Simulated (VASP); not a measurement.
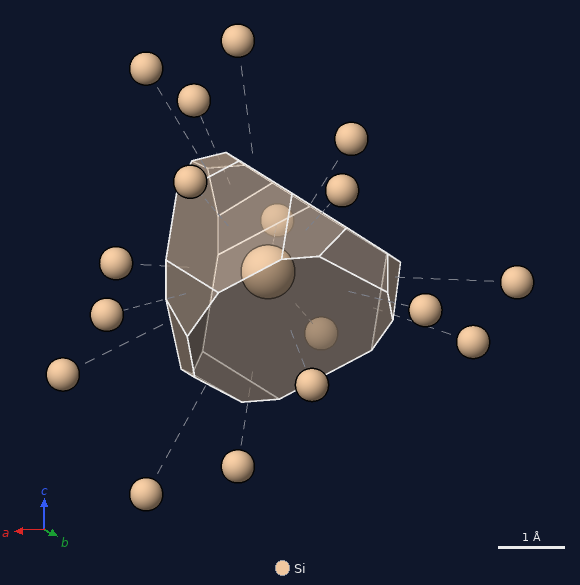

The polyhedron is the computed Voronoi (Dirichlet) cell of the central atom: each face lies in the plane that bisects the line to a neighbour. Central atom: Si (16c) in Si; faces take the colour of the neighbour behind them. Origin: a cell listed in the Materials Project, as set up for an electronic-structure calculation.

Si, space group Ia-3 (No. 206), a = 6.656 Å, b = 6.656 Å, c = 6.656 Å, α = 90.00°, β = 90.00°, γ = 90.00°

| site | Wyckoff | x | y | z |
| --- | --- | --- | --- | --- |
| Si | 16c | 0.3516 | 0.3516 | 0.3516 |

**What is the volume of this Voronoi cell?**

18.4 Å³, equal to the mean volume per atom.

**Which neighbours share a face with the central atom?**

17 Si (100 % of the solid angle).
